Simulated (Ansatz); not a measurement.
A series of calculations on BAs

## 1. Vibrations

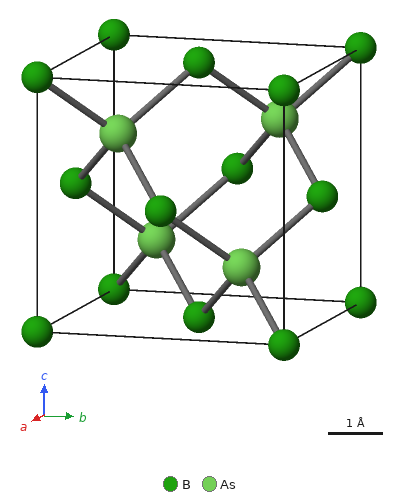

Normal modes of solid BAs at 1.02 times its rest volume, space group F-43m (No. 216), at the zone centre. Style: ball-and-stick. Shown: the conventional cell (4 times the calculation's cell), slightly off an axis. Lengths and directions refer to the drawn axes.

All numbers below come from DFT PBEsol, scalar-relativistic, plane waves, PAW (Ansatz 0.2.0).

Input
```yaml
crystal:
  lattice:
    - [0.0, 2.399726028, 2.399726028]
    - [2.399726028, 0.0, 2.399726028]
    - [2.399726028, 2.399726028, 0.0]
  atoms:
    - { symbol: B, position: [0.0, 0.0, 0.0] }
    - { symbol: As, position: [0.75, 0.75, 0.75] }
basis:
  ecutwfc: 420
kpoints:
  mp_grid: { grid: [10, 10, 10] }
hamiltonian:
  xc: pbesol
scf:
  occupations: { method: fixed }
output:
  eigenvalues: true
phonons:
  method: dfpt
  dielectric: true
  rigid_motions: translations
  eigenvectors: true
```

Run as
```bash
ansatz run input.yaml --threads 1 --pin off --max-ram 3072MiB --backend cpu --events-out ev --progress --plain --runs-dir out
```

Frequencies are those without the non-analytic (LO–TO) term.

Q: List the optical modes.

A: The calculation's cell holds 2 atoms, so there are 3 optical modes, in 1 level. The optical modes span T₂. No level is unstable.

| level | symmetry | frequency (cm⁻¹) | activity |
| --- | --- | --- | --- |
| 1 | T₂ | 677 | infrared- and Raman-active |

The displacement patterns (one member of each degenerate set):

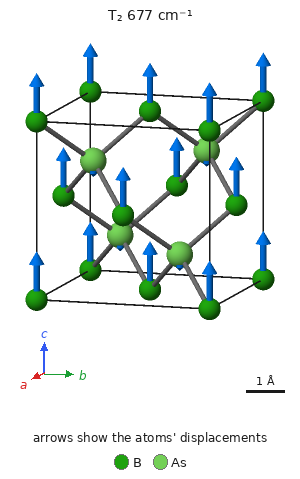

## 2. One mode

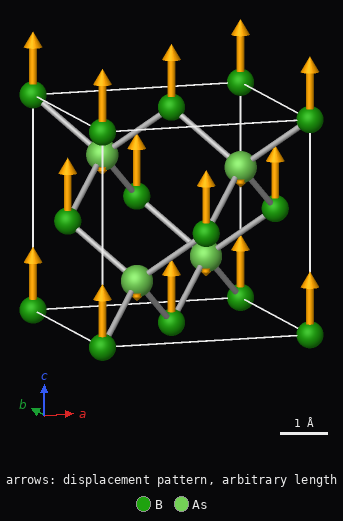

One vibrational mode of a crystal of BAs relaxed at 3 GPa at the zone centre. The orange arrows give the relative displacements of the atoms. The picture is a ball-and-stick view of the conventional cell (4 times the calculation's cell), seen slightly off an axis. Lengths and directions refer to the drawn axes.

Level of theory: DFT PBEsol, scalar-relativistic, plane waves, PAW (Ansatz).

Input file:
```yaml
crystal:
  lattice:
    - [0.0, 2.3677792448, 2.3677792448]
    - [2.3677792448, 0.0, 2.3677792448]
    - [2.3677792448, 2.3677792448, 0.0]
  atoms:
    - { symbol: B, position: [0.0, 0.0, 0.0] }
    - { symbol: As, position: [0.75, 0.75, 0.75] }
basis:
  ecutwfc: 420
kpoints:
  mp_grid: { grid: [10, 10, 10] }
hamiltonian:
  xc: pbesol
scf:
  occupations: { method: fixed }
output:
  eigenvalues: true
phonons:
  method: dfpt
  dielectric: true
  rigid_motions: translations
  eigenvectors: true
```

Command:
```bash
ansatz run input.yaml --threads 1 --pin off --max-ram 3072MiB --backend cpu --events-out ev --progress --plain --runs-dir out
```

Frequencies are those without the non-analytic (LO–TO) term.

Question: Give the symmetry, activity and frequency of this mode.

Answer: This is the T₂ mode (triply degenerate; one member of the set is drawn) at 705 cm⁻¹, the only optical level, infrared- and Raman-active by symmetry. The B sublattice moves against the As sublattice, along c; the kinetic energy is shared as B 87 %, As 13 %. Its infrared intensity is 2.2 (D/Å)²/amu for the set. The value is the transverse one; the longitudinal partner lies at 709 cm⁻¹.

## 3. One mode

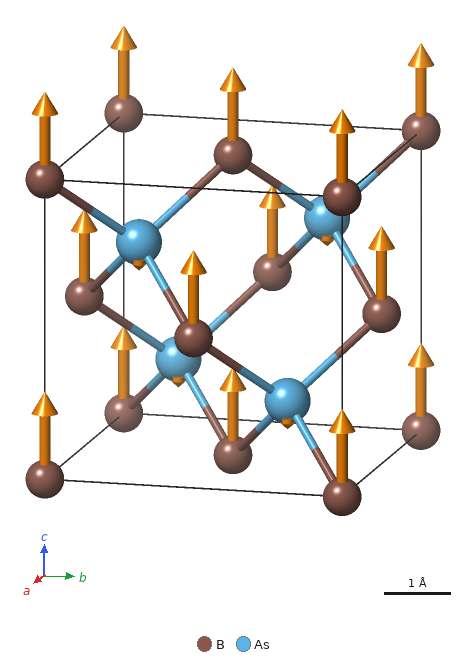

One vibrational mode of solid BAs relaxed at 8 GPa at the zone centre. The orange arrows give the relative displacements of the atoms. The picture is a ball-and-stick view of the conventional cell (4 times the calculation's cell), seen slightly off an axis. Lengths and directions refer to the drawn axes.

All numbers below come from DFT PBEsol, scalar-relativistic, plane waves, PAW in Ansatz.

The input:
```yaml
crystal:
  lattice:
    - [0.0, 2.3434970223, 2.3434970223]
    - [2.3434970223, 0.0, 2.3434970223]
    - [2.3434970223, 2.3434970223, 0.0]
  atoms:
    - { symbol: B, position: [0.0, 0.0, 0.0] }
    - { symbol: As, position: [0.75, 0.75, 0.75] }
basis:
  ecutwfc: 420
kpoints:
  mp_grid: { grid: [10, 10, 10] }
hamiltonian:
  xc: pbesol
scf:
  occupations: { method: fixed }
output:
  eigenvalues: true
phonons:
  method: dfpt
  dielectric: true
  rigid_motions: translations
  eigenvectors: true
```

Run as
```bash
ansatz run input.yaml --threads 1 --pin off --max-ram 3072MiB --backend cpu --events-out ev --progress --plain --runs-dir out
```

Frequencies are those without the non-analytic (LO–TO) term.

**What mode is this, and where does it lie in the spectrum?**

This is the T₂ mode (triply degenerate; one member of the set is drawn) at 90.1 meV, the only optical level, infrared- and Raman-active by symmetry. The B sublattice moves against the As sublattice, along c; the kinetic energy is shared as B 87 %, As 13 %. Its infrared intensity is 3 (D/Å)²/amu for the set. The value is the transverse one; the longitudinal partner lies at 733 cm⁻¹.

## 4. Softest mode

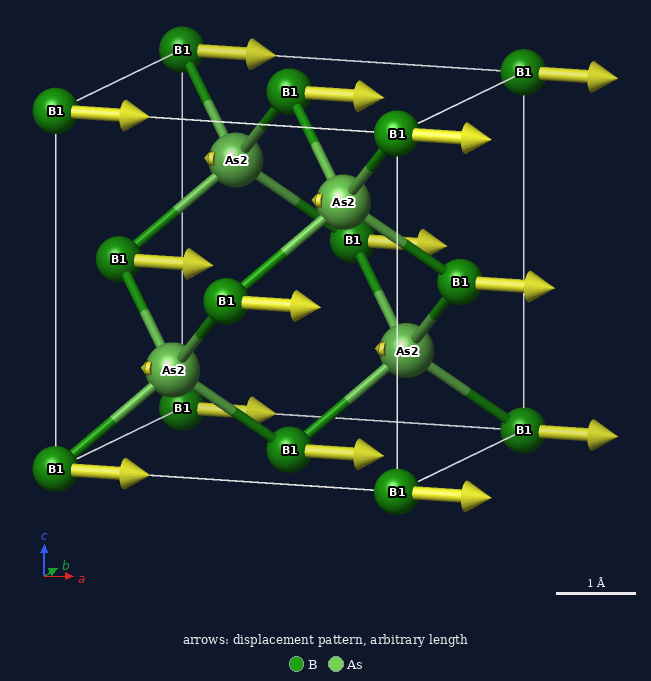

The lowest optical mode of a crystal of BAs relaxed at 15 GPa, space group F-43m (No. 216), at the zone centre. Displacements are drawn as yellow arrows; their common scale and sign are arbitrary. The picture is a ball-and-stick view of the conventional cell (4 times the calculation's cell), seen slightly off an axis. Lengths and directions refer to the drawn axes.

The calculation used DFT PBEsol, scalar-relativistic, plane waves, PAW in Ansatz 0.2.0.

The input:
```yaml
crystal:
  lattice:
    - [0.0, 2.3141226513, 2.3141226513]
    - [2.3141226513, 0.0, 2.3141226513]
    - [2.3141226513, 2.3141226513, 0.0]
  atoms:
    - { symbol: B, position: [0.0, 0.0, 0.0] }
    - { symbol: As, position: [0.75, 0.75, 0.75] }
basis:
  ecutwfc: 420
kpoints:
  mp_grid: { grid: [10, 10, 10] }
hamiltonian:
  xc: pbesol
scf:
  occupations: { method: fixed }
output:
  eigenvalues: true
phonons:
  method: dfpt
  dielectric: true
  rigid_motions: translations
  eigenvectors: true
```

Run as
```bash
ansatz run input.yaml --threads 1 --pin off --max-ram 3072MiB --backend cpu --events-out ev --progress --plain --runs-dir out
```

Frequencies are those without the non-analytic (LO–TO) term.

Q: Is this crystal at a minimum with respect to the drawn distortion?

A: Yes: this softest mode has a real frequency, and so have all others here. That speaks for this wave vector alone: the rest of the zone wasn't checked in this run. This is the T₂ mode (triply degenerate; one member of the set is drawn) at 755 cm⁻¹, the only optical level, infrared- and Raman-active by symmetry. The B sublattice moves against the As sublattice, along a; the kinetic energy is shared as B 87 %, As 13 %. Its infrared intensity is 4.1 (D/Å)²/amu for the set. The value is the transverse one; the longitudinal partner lies at 763 cm⁻¹.
